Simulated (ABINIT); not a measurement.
**Os: optical-spectrum calculation (part 2 of 2)**

The same run, continued: Os (P6₃/mmc, 2 atoms in the cell); Kohn-Sham DFT of a periodic cell, PBEsol, PseudoDojo NC SR PBEsol v0.4.1 standard, no spin polarisation (ABINIT 10.8.3); cutoff 897.98 eV, 18×18×10 k-mesh, methfessel-paxton of 0.1 eV. The structure derives from an entry of the Crystallography Open Database.

Geometry of the input (Å; fractional positions):
```
2.7341  0.0000  0.0000
-1.3671  2.3678  0.0000
0.0000  0.0000  4.3197
Os 0.6667  0.3333  0.7500
Os 0.3333  0.6667  0.2500
```

### Output, continued
```
 ------------------------------------------------
 Atom  Sphere_radius  Integrated_density
    1        2.00000         12.27441153
    2        2.00000         12.27441153
================================================================================

 ----iterations are completed or convergence reached----

 Mean square residual over all n,k,spin=   87.865E-10; max=  13.283E-06
 reduced coordinates (array xred) for    2 atoms
       0.666666666667      0.333333333333      0.750000000000
       0.333333333333      0.666666666667      0.250000000000
 rms dE/dt=  3.1838E-25; max dE/dt=  5.5145E-25; dE/dt below (all hartree)
    1      -0.000000000000      0.000000000000     -0.000000000000
    2       0.000000000000      0.000000000000      0.000000000000

 cartesian coordinates (angstrom) at end:
    1      1.36704999905335     0.78926668497189     3.23977499778387
    2     -0.00000000001764     1.57853336994377     1.07992499926129

 cartesian forces (hartree/bohr) at end:
    1      0.00000000000000     0.00000000000000     0.00000000000000
    2     -0.00000000000000    -0.00000000000000    -0.00000000000000
 frms,max,avg= 3.9002928E-26 6.7554866E-26   0.000E+00  0.000E+00  0.000E+00 h/b

 cartesian forces (eV/Angstrom) at end:
    1      0.00000000000000     0.00000000000000     0.00000000000000
    2     -0.00000000000000    -0.00000000000000    -0.00000000000000
 frms,max,avg= 2.0056112E-24 3.4738109E-24   0.000E+00  0.000E+00  0.000E+00 e/A
 length scales=  1.000000000000  1.000000000000  1.000000000000 bohr
              =  0.529177210544  0.529177210544  0.529177210544 angstroms
 Fermi (or HOMO) energy (hartree) =   0.68148   Average Vxc (hartree)=  -0.56272
 Eigenvalues (hartree) for nkpt= 185  k points:
 kpt#   1, nband= 20, wtk=  0.00062, kpt=  0.0000  0.0000  0.0500 (reduced coord)
  -2.50555   -2.50135   -1.03279   -0.99838   -0.99838   -0.99191   -0.99191   -0.99032
   0.27874    0.39416    0.56818    0.56818    0.57765    0.59934    0.59934    0.62604
   0.62604    0.67706    0.74419    0.74419
      occupation numbers for kpt#   1
   2.00000    2.00000    2.00000    2.00000    2.00000    2.00000    2.00000    2.00000
   2.00000    2.00000    2.00000    2.00000    2.00000    2.00000    2.00000    2.00000
   2.00000    2.07079    0.00000    0.00000
 prteigrs : prtvol=0 or 1, do not print more k-points.

--- !EnergyTerms
iteration_state     : {dtset: 1, }
comment             : Components of total free energy in Hartree
kinetic             :  5.58591962337572E+01
hartree             :  2.25618035133371E+01
xc                  : -4.10786761453757E+01
Ewald energy        : -1.62379830367123E+02
psp_core            :  8.85756783310165E+00
local_psp           : -9.72297534329576E+01
non_local_psp       :  1.10808455941132E+01
internal            : -2.02328846771147E+02
'-kT*entropy'       :  9.32555431120904E-06
total_energy        : -2.02328837445593E+02
total_energy_eV     : -5.50564814443233E+03
band_energy         : -1.35923725182923E+01
...

 Cartesian components of stress tensor (hartree/bohr^3)
  sigma(1 1)=  1.33244311E-04  sigma(3 2)=  0.00000000E+00
  sigma(2 2)=  1.33244309E-04  sigma(3 1)=  0.00000000E+00
  sigma(3 3)=  1.36645521E-04  sigma(2 1)=  5.25978447E-13

-Cartesian components of stress tensor (GPa)         [Pressure= -3.9535E+00 GPa]
- sigma(1 1)=  3.92018298E+00  sigma(3 2)=  0.00000000E+00
- sigma(2 2)=  3.92018292E+00  sigma(3 1)=  0.00000000E+00
- sigma(3 3)=  4.02025002E+00  sigma(2 1)=  1.54748202E-08

================================================================================
== DATASET  2 ==================================================================

--- !DatasetInfo
iteration_state: {dtset: 2, }
dimensions: {natom: 2, nkpt: 185, mband: 32, nsppol: 1, nspinor: 1, nspden: 1, mpw: 1743, }
cutoff_energies: {ecut:  33.0, pawecutdg:  -1.0, }
electrons: {nelect:   3.20000000E+01, charge:   0.00000000E+00, occopt:   6.00000000E+00, tsmear:   3.67493000E-03, }
meta: {optdriver: 0, ionmov: 0, optcell: 0, iscf: -3, paral_kgb: 0, }
...

 mkfilename : getden/=0, take file _DEN from output of DATASET   1.

 Real(R)+Recip(G) space primitive vectors, cartesian coordinates (Bohr,Bohr^-1):
 R(1)=  5.1667002  0.0000000  0.0000000  G(1)=  0.1935471  0.1117445  0.0000000
 R(2)= -2.5833501  4.4744936  0.0000000  G(2)=  0.0000000  0.2234890  0.0000000
 R(3)=  0.0000000  0.0000000  8.1630499  G(3)=  0.0000000  0.0000000  0.1225032
 Unit cell volume ucvol=  1.8871639E+02 bohr^3
 Angles (23,13,12)=  9.00000000E+01  9.00000000E+01  1.20000000E+02 degrees

 getcut: wavevector=  0.0000  0.0000  0.0000  ngfft=  30  30  45
         ecut(hartree)=     33.000   => boxcut(ratio)=   2.08439
--------------------------------------------------------------------------------

================================================================================

--- !BeginCycle
iteration_state: {dtset: 2, }
solver: {iscf: -3, nstep: 120, nline: 4, wfoptalg: 0, }
tolerances: {tolwfr: 1.00E-12, }
...

     iter   Etot(hartree)      deltaE(h)  residm     vres2
 Non-SCF case, kpt    1 (  0.00000  0.00000  0.05000), residuals and eigenvalues=
  1.84E-13  2.92E-13  2.66E-13  2.94E-13  6.60E-13  7.32E-13  2.09E-13  1.56E-13
  1.98E-13  8.57E-14  8.81E-13  7.51E-13  1.14E-13  7.72E-13  2.96E-13  1.67E-13
  8.12E-14  1.94E-13  1.50E-13  3.01E-13  6.41E-13  2.51E-13  7.61E-13  5.03E-13
  2.73E-13  3.15E-13  3.87E-13  2.14E-13  7.11E-13  1.63E-10  5.40E-09  1.63E-06
 -2.5056E+00 -2.5014E+00 -1.0328E+00 -9.9838E-01 -9.9838E-01 -9.9191E-01
 -9.9191E-01 -9.9032E-01  2.7874E-01  3.9416E-01  5.6818E-01  5.6818E-01
  5.7765E-01  5.9934E-01  5.9934E-01  6.2604E-01  6.2604E-01  6.7706E-01
  7.4419E-01  7.4419E-01  1.0173E+00  1.1668E+00  1.2652E+00  1.3016E+00
  1.4537E+00  1.4537E+00  1.5139E+00  1.5139E+00  1.5346E+00  1.6361E+00
  1.6361E+00  1.7681E+00
 prteigrs : prtvol=0 or 1, do not print more k-points.

--- !ResultsGS
iteration_state: {dtset: 2, }
comment   : Summary of ground state results
lattice_vectors:
- [  5.1667002,   0.0000000,   0.0000000, ]
- [ -2.5833501,   4.4744936,   0.0000000, ]
- [  0.0000000,   0.0000000,   8.1630499, ]
lattice_lengths: [   5.16670,    5.16670,    8.16305, ]
lattice_angles: [ 90.000,  90.000, 120.000, ] # degrees, (23, 13, 12)
lattice_volume:   1.8871639E+02
convergence: {deltae:  0.000E+00, res2:  0.000E+00, residm:  9.985E-13, diffor:  0.000E+00, }
etotal    :  -2.02328837E+02
entropy   :   0.00000000E+00
fermie    :   6.81483465E-01
cartesian_stress_tensor: null
pressure_GPa: null
xred      :
- [  6.6667E-01,   3.3333E-01,   7.5000E-01, Os]
- [  3.3333E-01,   6.6667E-01,   2.5000E-01, Os]
cartesian_forces: null
force_length_stats: {min: null, max: null, mean: null, }
...

 Integrated electronic density in atomic spheres:
 ------------------------------------------------
 Atom  Sphere_radius  Integrated_density
    1        2.00000         12.27441153
    2        2.00000         12.27441153
================================================================================

 ----iterations are completed or convergence reached----

 Mean square residual over all n,k,spin=   38.564E-14; max=  99.846E-14
 reduced coordinates (array xred) for    2 atoms
       0.666666666667      0.333333333333      0.750000000000
       0.333333333333      0.666666666667      0.250000000000

 cartesian coordinates (angstrom) at end:
    1      1.36704999905335     0.78926668497189     3.23977499778387
    2     -0.00000000001764     1.57853336994377     1.07992499926129
 length scales=  1.000000000000  1.000000000000  1.000000000000 bohr
              =  0.529177210544  0.529177210544  0.529177210544 angstroms
 Eigenvalues (hartree) for nkpt= 185  k points:
 kpt#   1, nband= 32, wtk=  0.00062, kpt=  0.0000  0.0000  0.0500 (reduced coord)
  -2.50555   -2.50135   -1.03279   -0.99838   -0.99838   -0.99191   -0.99191   -0.99032
   0.27874    0.39416    0.56818    0.56818    0.57765    0.59934    0.59934    0.62604
   0.62604    0.67706    0.74419    0.74419    1.01729    1.16684    1.26525    1.30160
   1.45366    1.45366    1.51390    1.51390    1.53463    1.63609    1.63609    1.76813
      occupation numbers for kpt#   1
   2.00000    2.00000    2.00000    2.00000    2.00000    2.00000    2.00000    2.00000
   2.00000    2.00000    2.00000    2.00000    2.00000    2.00000    2.00000    2.00000
   2.00000    2.07079    0.00000    0.00000    0.00000    0.00000    0.00000    0.00000
   0.00000    0.00000    0.00000    0.00000    0.00000    0.00000    0.00000    0.00000
 prteigrs : prtvol=0 or 1, do not print more k-points.

--- !EnergyTerms
iteration_state     : {dtset: 2, }
comment             : Components of total free energy in Hartree
kinetic             :  5.58591961398608E+01
hartree             :  2.25618035133371E+01
xc                  : -4.10786761453757E+01
Ewald energy        : -1.62379830367123E+02
psp_core            :  8.85756783310165E+00
local_psp           : -9.72297534329576E+01
non_local_psp       :  1.10808458132524E+01
internal            : -2.02328846645904E+02
'-kT*entropy'       :  9.32555444402877E-06
total_energy        : -2.02328837320350E+02
...

--- !EnergyTermsDC
iteration_state     : {dtset: 2, }
comment             : '"Double-counting" decomposition of free energy'
band_energy         : -1.35923725701274E+01
Ewald energy        : -1.62379830367123E+02
psp_core            :  8.85756783310165E+00
xc_dc               : -3.52142116669823E+01
internal            : -2.02328846771131E+02
'-kT*entropy'       :  9.32555444402877E-06
total_energy_dc     : -2.02328837445577E+02
...

================================================================================
== DATASET  3 ==================================================================

--- !DatasetInfo
iteration_state: {dtset: 3, }
dimensions: {natom: 2, nkpt: 185, mband: 28, nsppol: 1, nspinor: 1, nspden: 1, mpw: 1743, }
cutoff_energies: {ecut:  33.0, pawecutdg:  -1.0, }
electrons: {nelect:   3.20000000E+01, charge:   0.00000000E+00, occopt:   6.00000000E+00, tsmear:   3.67493000E-03, }
meta: {optdriver: 8, wfk_task: 7, }
...

 mkfilename : getwfk/=0, take file _WFK from output of DATASET   2.

--------------------------------------------------------------------------------

 Computation of velocity matrix elements (DDK)

 Parameters extracted from the Abinit header:
    ecut:     33.0
    nkpt:    3240
    mband:   32
    nsppol:  1
    nspinor: 1
    useylm:  0
    inclvkb: 2
    bmin: 1, bmax: 32
    Computing diagonal and off-diagonal matrix elements
    Between band index bmin: 1, bmax: 32

== END DATASET(S) ==============================================================
================================================================================

 -outvars: echo values of variables after computation  --------
            acell      1.0000000000E+00  1.0000000000E+00  1.0000000000E+00 Bohr
           etotal1    -2.0232883745E+02
           etotal2    -2.0232883745E+02
           etotal3     0.0000000000E+00
            fcart1     5.2115375778E-29  1.5044413117E-28  6.7554865610E-26
                      -5.2115375778E-29 -1.5044413117E-28 -6.7554865610E-26
            fcart3     0.0000000000E+00  0.0000000000E+00  0.0000000000E+00
                       0.0000000000E+00  0.0000000000E+00  0.0000000000E+00
            rprim      5.1667001973E+00  0.0000000000E+00  0.0000000000E+00
                      -2.5833500987E+00  4.4744936247E+00  0.0000000000E+00
                       0.0000000000E+00  0.0000000000E+00  8.1630499405E+00
           strten1     1.3324431128E-04  1.3324430917E-04  1.3664552080E-04
                       0.0000000000E+00  0.0000000000E+00  5.2597844726E-13
           strten3     0.0000000000E+00  0.0000000000E+00  0.0000000000E+00
                       0.0000000000E+00  0.0000000000E+00  0.0000000000E+00
           xangst      1.3670499991E+00  7.8926668497E-01  3.2397749978E+00
                      -1.7639096567E-11  1.5785333699E+00  1.0799249993E+00
             xred      6.6666666667E-01  3.3333333333E-01  7.5000000000E-01
                       3.3333333333E-01  6.6666666667E-01  2.5000000000E-01
 Calculation completed.
```

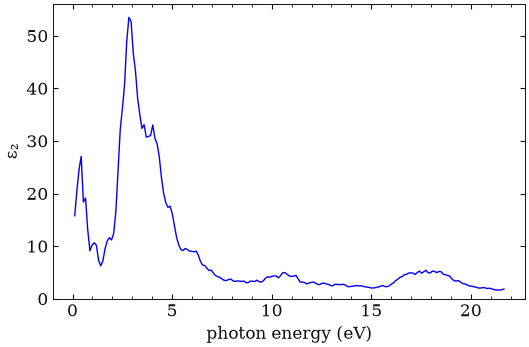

Figure 1. Imaginary part of the dielectric function (first component that the program prints). The highest peak, 53.5, lies at 2.83 eV.

### Key numbers

| quantity | value |
| --- | --- |
| outcome | converged |
| space group (tolerance 0.01 Å) | P6₃/mmc (194) |
| electrons treated | 32 |
| free energy | −5505.6481 eV |
| Fermi energy | 18.544 eV |
| pressure | −3.95 GPa |
| largest force (length of the vector) | under 0.001 eV/Å |
| wall time | 2.3 min (CPU time 8.6 min) |
| peak memory | 5.4 GiB |

### Notes

Further notes kept with the run: Slow version without MPI-IO support. Processors send data to master; FFT mesh is not compatible with symmetries. Wavefunction symmetrization might be affected by large errors!. Points of doubt noted for this run: no intraband term. Spin–orbit coupling is left out, which matters for Os.
